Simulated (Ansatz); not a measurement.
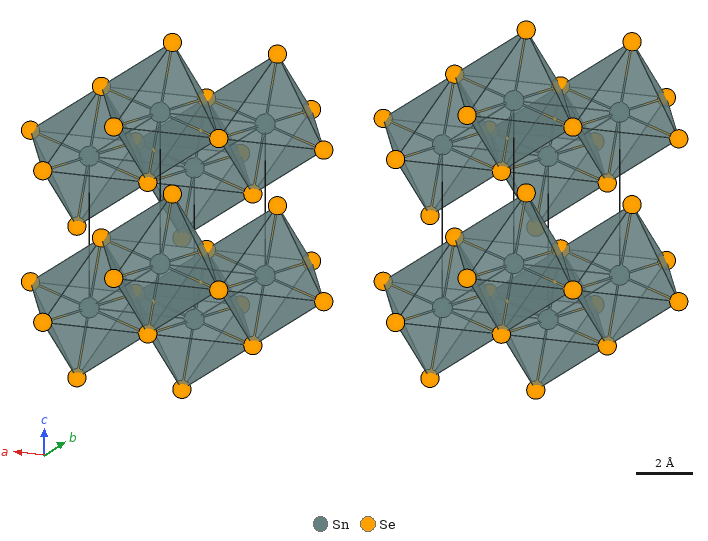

Two geometries of solid SnSe2 (set up in P-3m1), drawn at one scale. One is the start of a relaxation, the other its converged end. Style: polyhedral. Shown: the cell of the calculation, from a free direction.

All numbers below come from Ansatz, DFT PBE, scalar-relativistic, plane waves, PAW. Settings: plane-wave cutoff 420 eV; k-point mesh 12 × 12 × 4; occupations gaussian; smearing width 0.02 eV; no spin polarisation; cell and atoms relaxed; force threshold 0.005 eV/Å; at most 80 steps.

> Which one is relaxed?

The right one is the relaxed one. The largest moves relative to the cell, 0.099 Å, are those of Se atoms. Sn stays in place. The volume changes by +9.2 %, with a = b 3.842 → 3.872 Å (+0.8 %), c 6.486 → 6.971 Å (+7.5 %). Near-neighbour distances that change, for instance: Se–Sn 2.721 → 2.746 Å. The space group stays P-3m1 (No. 164). Over 6 accepted moves (8 points after the start) the energy falls by 6.7 meV per atom. Largest force component: 0.25 eV/Å at the start, 0.00097 eV/Å at the end. Pressure: 1.87 GPa at the start and 0.01 GPa at the end. The line search rejected the trial step at point 1 of the run. At 1 point the geometry stayed and the basis and grid were re-selected for the new cell (energy shift of 0.5 meV per atom at most each time).

Limits of the set-up: layers or molecules are held without a dispersion correction, so their spacing is unreliable.
